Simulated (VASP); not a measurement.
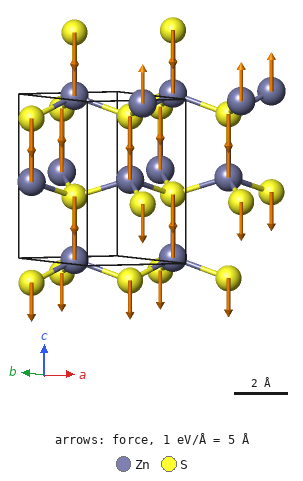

Starting geometry of crystalline ZnS (set up in P6_3mc) with the computed forces as orange arrows. A ball-and-stick model of the cell of the calculation, repeated 2 × 1 × 1 with one cell outlined, seen from a free direction.

The run lets cell and atoms move.

Level of theory: Kohn-Sham DFT of a periodic cell, LDA, VASP PAW LDA potentials, recommended in VASP 6.6.1.

Input
```
SYSTEM = ZnS
PREC = Accurate
ENCUT = 600
EDIFF = 1E-7
ISMEAR = -1
SIGMA = 0.05
LREAL = .FALSE.
LASPH = .TRUE.
NELM = 80
ALGO = Normal
ISIF = 3
LWAVE = .FALSE.
LCHARG = .FALSE.
IBRION = 2
NSW = 60
EDIFFG = -0.005
```

Command:
```bash
cat potpaw_LDA.64/Zn/POTCAR potpaw_LDA.64/S/POTCAR > POTCAR
mpirun -np 1 vasp_std > vasp.out
```

Is this structure relaxed? If not, where do the atoms go?

It isn't relaxed: the largest force vector, on Zn atoms, is 0.30 eV/Å. The atoms end up moving mostly along the starting forces (cosine between the two patterns 1.00). The largest moves relative to the cell, 0.034 Å, are those of Zn and S atoms. Largest moves by element: Zn 0.034 Å, S 0.034 Å. The volume changes by −4.9 %, with a = b 3.811 → 3.742 Å (−1.8 %), c 6.234 → 6.148 Å (−1.4 %). Near-neighbour distances that change, for instance: S–Zn 2.400 → 2.298 Å, S–Zn 2.314 → 2.296 Å. The space group stays P6_3mc (No. 186). Over 10 geometry steps the energy falls by 68.4 meV per cell of the calculation. The largest force component goes from 0.3 to 0.0018 eV/Å. Pressure: −3.69 GPa at the start and 0.00 GPa at the end.
